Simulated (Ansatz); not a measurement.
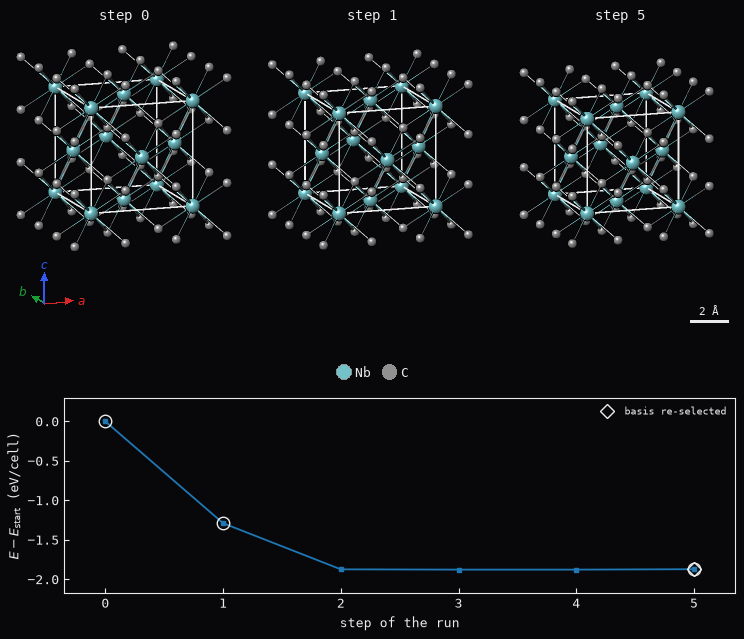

Frames of a relaxation of solid NbC$_{2}$ (a generated structure, set up in Fm-3m) (coarse preliminary run), marked on the history of the run. The picture is a ball-and-stick view of the conventional cell (4 times the calculation's cell), seen slightly off an axis. Lengths and directions refer to the drawn axes.

These are results of Ansatz 0.2.0, DFT PBE, scalar-relativistic, plane waves, PAW, not measurements. (plane-wave cutoff 420 eV; k-point mesh 6 × 6 × 6; occupations gaussian; smearing width 0.1 eV; no spin polarisation; cell and atoms relaxed; force threshold 0.04 eV/Å; at most 70 steps)

What happens along the run?

The energy falls by 1.871 eV per cell of the calculation in 4 accepted moves (5 points after the start). All forces vanish by symmetry, so only the cell relaxes. Pressure: −35.38 GPa at the start and −0.28 GPa at the end. At 1 point the geometry stayed and the basis and grid were re-selected for the new cell (energy shift of 5.4 meV per cell of the calculation at most each time). No atom moves by more than 0.005 Å relative to the cell. Cell: a = b = c 5.725 → 5.148 Å (−10.1 %). Volume −27.3 %. Near-neighbour distances that change, for instance: C–Nb 2.479 → 2.229 Å. The space group stays Fm-3m (No. 225). From step 0 to 1: volume −13.9 %, energy −1.289 eV per cell of the calculation. From step 1 to 5: volume −15.6 %, energy −0.582 eV per cell of the calculation.
